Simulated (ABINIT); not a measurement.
# Run report: SnSe₂, positron calculation (part 1 of 2)

- system: SnSe₂ (P-3m1, 3 atoms in the cell)
- method: Kohn-Sham DFT of a periodic cell, LDA, JTH PAW LDA v2.0 sp, no spin polarisation (ABINIT 10.8.3)

The structure derives from an entry of the Crystallography Open Database.

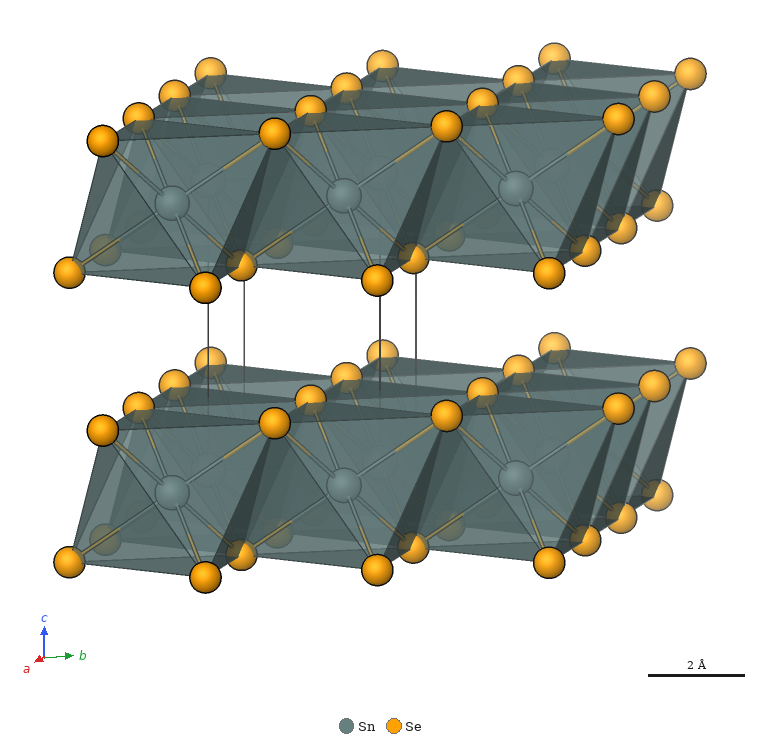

*The input geometry (polyhedral view of the cell of the calculation, repeated 2 × 2 × 1, seen slightly off an axis; polyhedra are completed across the faces of the cell).*

## Input file
```
# Datasets
ndtset 2

# Pseudopotentials
pp_dirpath "./"
pseudos "Sn.LDA_PW-JTH_sp.xml, Se.LDA_PW-JTH.xml"

# Structure
acell 3.811 3.811 6.136 Angstrom
rprim
     1.0000000000     0.0000000000     0.0000000000
    -0.5000000000     0.8660254038     0.0000000000
     0.0000000000     0.0000000000     1.0000000000
ntypat 2
znucl 50 34
natom 3
typat 1 2 2
xred
            0.0            0.0            0.0
            2/3            1/3   0.7510000000
            1/3            2/3   0.2490000000

# Plane-wave basis
ecut 272.113862 eV
pawecutdg 20.0

# Exchange and correlation
ixc 7

# SCF cycle
nstep 80

# Output
iomode 3
prteig 0
prtebands 0
prtwf 0

# Dataset 1: electrons
kptopt1 1
ngkpt1 6 6 4
nshiftk1 1
shiftk1 0.0 0.0 0.0
nband1 12
occopt1 3
tsmear1 0.05 eV
tolvrs1 1.0e-10
prtden1 1

# Dataset 2: positron in the electrons' density
positron2 1
ixcpositron2 3
getden2 1
kptopt2 0
nkpt2 1
kpt2 0.0 0.0 0.0
nband2 1
occopt2 2
occ2 1.0
posocc2 1.0
toldfe2 1.0e-9
optforces2 0
optstress2 0
prtden2 0
```

Hardware: 1 thread of Arm Neoverse V1, 24 GiB of memory available, shared host.

Launched with:
```bash
abinit run.abi > log 2>&1
```

## Log
```
.Version 10.8.3 of ABINIT
 DATASET    1 : space group P-3 m 1 (#164); Bravais hP (primitive hexag.)
================================================================================
 Values of the parameters that define the memory need for DATASET  1.
     intxc =       0    ionmov =       0      iscf =      17    lmnmax =      13
     lnmax =       5     mgfft =      36  mpssoang =       3    mqgrid =    3001
     natom =       3  nloc_mem =       2    nspden =       1   nspinor =       1
    nsppol =       1      nsym =      12    n1xccc =       1    ntypat =       2
    occopt =       3   xclevel =       1
       mpw =         795          nfft =       20736          nkpt =          24
 PAW method is used; the additional fine FFT grid is defined by:
   mgfftf=        48    nfftf =     43200
================================================================================
================================================================================

 DATASET    2 : space group P-3 m 1 (#164); Bravais hP (primitive hexag.)
================================================================================
 Values of the parameters that define the memory need for DATASET  2.
     intxc =       0    ionmov =       0      iscf =      17    lmnmax =      13
     lnmax =       5     mgfft =      36  mpssoang =       3    mqgrid =    3001
     natom =       3  nloc_mem =       2    nspden =       1   nspinor =       1
    nsppol =       1      nsym =      12    n1xccc =       1    ntypat =       2
    occopt =       2   xclevel =       1
       mpw =         393          nfft =       20736          nkpt =           1
 PAW method is used; the additional fine FFT grid is defined by:
   mgfftf=        48    nfftf =     43200
================================================================================
================================================================================

--------------------------------------------------------------------------------
------------- Echo of variables that govern the present computation ------------
--------------------------------------------------------------------------------
 -outvars: echo values of preprocessed input variables --------
            acell      7.2017462658E+00  7.2017462658E+00  1.1595359509E+01 Bohr
              amu      1.18710000E+02  7.89600000E+01
             ecut      9.99999998E+00 Hartree
           getden1          0
           getden2          1
              ixc           7
      ixcpositron1          1
      ixcpositron2          3
           jdtset        1    2
           kptopt1          1
           kptopt2          0
         kptrlatt        6    0    0      0    6    0      0    0    4
          kptrlen1     4.32104776E+01
          kptrlen2     3.00000000E+01
            natom           3
            nband1         12
            nband2          1
           ndtset           2
            ngfft          24      24      36
          ngfftdg          30      30      48
             nkpt1         24
             nkpt2          1
            nstep          80
             nsym          12
           ntypat           2
           occopt1          3
           occopt2          2
        optforces1          2
        optforces2          0
        optstress1          1
        optstress2          0
        pawecutdg      2.00000000E+01 Hartree
         positron1          0
         positron2          1
           prtden1          1
           prtden2          0
        prtebands           0
           prteig           0
            prtwf           0
            rprim      1.0000000000E+00  0.0000000000E+00  0.0000000000E+00
                      -5.0000000000E-01  8.6602540380E-01  0.0000000000E+00
                       0.0000000000E+00  0.0000000000E+00  1.0000000000E+00
           shiftk1     0.00000000E+00  0.00000000E+00  0.00000000E+00
           shiftk2     5.00000000E-01  5.00000000E-01  5.00000000E-01
          spgroup         164
           toldfe1     0.00000000E+00 Hartree
           toldfe2     1.00000000E-09 Hartree
           tolvrs1     1.00000000E-10
           tolvrs2     0.00000000E+00
           tsmear1     1.83746611E-03 Hartree
           tsmear2     1.00000000E-02 Hartree
            typat      1  2  2
           useylm           1
           xangst      0.0000000000E+00  0.0000000000E+00  0.0000000000E+00
                       1.9055000000E+00  1.1001409380E+00  4.6081360000E+00
                       1.0959915238E-16  2.2002818759E+00  1.5278640000E+00
            xcart      0.0000000000E+00  0.0000000000E+00  0.0000000000E+00
                       3.6008731329E+00  2.0789650726E+00  8.7081149909E+00
                       2.0711238163E-16  4.1579301453E+00  2.8872445176E+00
             xred      0.0000000000E+00  0.0000000000E+00  0.0000000000E+00
                       6.6666666667E-01  3.3333333333E-01  7.5100000000E-01
                       3.3333333333E-01  6.6666666667E-01  2.4900000000E-01
            znucl       50.00000   34.00000

================================================================================

 chkinp: Checking input parameters for consistency, jdtset=   1.

 chkinp: Checking input parameters for consistency, jdtset=   2.

================================================================================
== DATASET  1 ==================================================================

--- !DatasetInfo
iteration_state: {dtset: 1, }
dimensions: {natom: 3, nkpt: 24, mband: 12, nsppol: 1, nspinor: 1, nspden: 1, mpw: 795, }
cutoff_energies: {ecut:  10.0, pawecutdg:  20.0, }
electrons: {nelect:   1.60000000E+01, charge:   0.00000000E+00, occopt:   3.00000000E+00, tsmear:   1.83746611E-03, }
meta: {optdriver: 0, ionmov: 0, optcell: 0, iscf: 17, paral_kgb: 0, }
...

 Exchange-correlation functional for the present dataset will be:
  LDA: Perdew-Wang 92 LSD fit to Ceperley-Alder data - ixc=7
  J.P.Perdew and Y.Wang, PRB 45, 13244 (1992)

 Real(R)+Recip(G) space primitive vectors, cartesian coordinates (Bohr,Bohr^-1):
 R(1)=  7.2017463  0.0000000  0.0000000  G(1)=  0.1388552  0.0801681  0.0000000
 R(2)= -3.6008731  6.2368952  0.0000000  G(2)=  0.0000000  0.1603362  0.0000000
 R(3)=  0.0000000  0.0000000 11.5953595  G(3)=  0.0000000  0.0000000  0.0862414
 Unit cell volume ucvol=  5.2082339E+02 bohr^3
 Angles (23,13,12)=  9.00000000E+01  9.00000000E+01  1.20000000E+02 degrees

 Coarse grid specifications (used for wave-functions):

 getcut: wavevector=  0.0000  0.0000  0.0000  ngfft=  24  24  36
         ecut(hartree)=     10.000   => boxcut(ratio)=   2.18099

 Fine grid specifications (used for densities):

 getcut: wavevector=  0.0000  0.0000  0.0000  ngfft=  30  30  48
         ecut(hartree)=     20.000   => boxcut(ratio)=   2.05625

--- Pseudopotential description ------------------------------------------------
- pspini: atom type   1  psp file is ./Sn.LDA_PW-JTH_sp.xml
 Pseudopotential format is: paw10
 basis_size (lnmax)=  5 (lmn_size= 13), orbitals=   0   0   1   1   2
 Spheres core radius: rc_sph= 2.70161971
 Shapefunction is SIN type: shapef(r)=[sin(pi*r/rshp)/(pi*r/rshp)]**2
 Radius for shape functions =  2.11181860
 Compensation charge density is not taken into account in XC energy/potential

- pspini: atom type   2  psp file is ./Se.LDA_PW-JTH.xml
 Pseudopotential format is: paw10
 basis_size (lnmax)=  4 (lmn_size=  8), orbitals=   0   0   1   1
 Spheres core radius: rc_sph= 2.21132333
 Shapefunction is BESSEL type: shapef(r,l)=aa(1,l)*jl(q(1,l)*r)+aa(2,l)*jl(q(2,l)*r)
 Radius for shape functions =  2.00656599
 Compensation charge density is not taken into account in XC energy/potential

   1.41137421E+03                                ecore*ucvol(ha*bohr**3)
--------------------------------------------------------------------------------

================================================================================

--- !BeginCycle
iteration_state: {dtset: 1, }
solver: {iscf: 17, nstep: 80, nline: 4, wfoptalg: 10, }
tolerances: {tolvrs: 1.00E-10, }
...

     iter   Etot(hartree)      deltaE(h)  residm     nres2
 ETOT  1  -23.017674666742    -2.302E+01 4.555E-02 8.525E-01
 ETOT  2  -23.059882094203    -4.221E-02 1.166E-03 8.033E-02
 ETOT  3  -23.059147561929     7.345E-04 4.459E-04 8.990E-03
 ETOT  4  -23.059079693092     6.787E-05 9.742E-05 2.105E-04
 ETOT  5  -23.059080844737    -1.152E-06 1.498E-04 8.699E-06
 ETOT  6  -23.059080845448    -7.112E-10 3.758E-05 7.519E-07
 ETOT  7  -23.059080859249    -1.380E-08 5.281E-05 1.097E-07
 ETOT  8  -23.059080861153    -1.904E-09 1.572E-05 5.302E-09
 ETOT  9  -23.059080861212    -5.909E-11 2.223E-05 8.938E-10
 ETOT 10  -23.059080861210     2.544E-12 6.521E-06 2.162E-10
 ETOT 11  -23.059080861207     2.544E-12 9.134E-06 3.430E-11

 At SCF step   11       nres2   =  3.43E-11 < tolvrs=  1.00E-10 =>converged.

 Cartesian components of stress tensor (hartree/bohr^3)
  sigma(1 1)= -1.95273311E-05  sigma(3 2)=  0.00000000E+00
  sigma(2 2)= -1.95273313E-05  sigma(3 1)=  0.00000000E+00
  sigma(3 3)= -7.12911837E-05  sigma(2 1)=  0.00000000E+00

--- !ResultsGS
iteration_state: {dtset: 1, }
comment   : Summary of ground state results
lattice_vectors:
- [  7.2017463,   0.0000000,   0.0000000, ]
- [ -3.6008731,   6.2368952,   0.0000000, ]
- [  0.0000000,   0.0000000,  11.5953595, ]
lattice_lengths: [   7.20175,    7.20175,   11.59536, ]
lattice_angles: [ 90.000,  90.000, 120.000, ] # degrees, (23, 13, 12)
lattice_volume:   5.2082339E+02
convergence: {deltae:  2.544E-12, res2:  3.430E-11, residm:  9.134E-06, diffor: null, }
etotal    :  -2.30590809E+01
entropy   :   0.00000000E+00
fermie    :   2.01307873E-02
cartesian_stress_tensor: # hartree/bohr^3
- [ -1.95273311E-05,   0.00000000E+00,   0.00000000E+00, ]
- [  0.00000000E+00,  -1.95273313E-05,   0.00000000E+00, ]
- [  0.00000000E+00,   0.00000000E+00,  -7.12911837E-05, ]
pressure_GPa:   1.0822E+00
xred      :
- [  0.0000E+00,   0.0000E+00,   0.0000E+00, Sn]
- [  6.6667E-01,   3.3333E-01,   7.5100E-01, Se]
- [  3.3333E-01,   6.6667E-01,   2.4900E-01, Se]
cartesian_forces: # hartree/bohr
- [ -9.97034191E-29,  -0.00000000E+00,  -0.00000000E+00, ]
- [  3.48961967E-28,   3.45382775E-28,  -1.00888760E-02, ]
- [ -2.49258548E-28,  -3.45382775E-28,   1.00888760E-02, ]
force_length_stats: {min:   9.97034191E-29, max:   1.00888760E-02, mean:   6.72591730E-03, }
...

 Integrated electronic density in atomic spheres:
 ------------------------------------------------
 Atom  Sphere_radius  Integrated_density
    1        2.70162          2.53598509
    2        2.21132          3.92753990
    3        2.21132          3.92753990

================================================================================

 ----iterations are completed or convergence reached----

 Mean square residual over all n,k,spin=   34.637E-09; max=  91.344E-07
 reduced coordinates (array xred) for    3 atoms
       0.000000000000      0.000000000000      0.000000000000
       0.666666666667      0.333333333333      0.751000000000
       0.333333333333      0.666666666667      0.249000000000
 rms dE/dt=  5.5147E-02; max dE/dt=  1.1698E-01; dE/dt below (all hartree)
    1       0.000000000000      0.000000000000      0.000000000000
    2      -0.000000000000     -0.000000000000      0.116984143697
    3       0.000000000000      0.000000000000     -0.116984143697

 cartesian coordinates (angstrom) at end:
    1      0.00000000000000     0.00000000000000     0.00000000000000
    2      1.90550000000000     1.10014093796060     4.60813600000000
    3      0.00000000000000     2.20028187592120     1.52786400000000

 cartesian forces (hartree/bohr) at end:
    1     -0.00000000000000    -0.00000000000000    -0.00000000000000
    2      0.00000000000000     0.00000000000000    -0.01008887595170
    3     -0.00000000000000    -0.00000000000000     0.01008887595170
 frms,max,avg= 4.7559417E-03 1.0088876E-02   0.000E+00  0.000E+00  0.000E+00 h/b
```
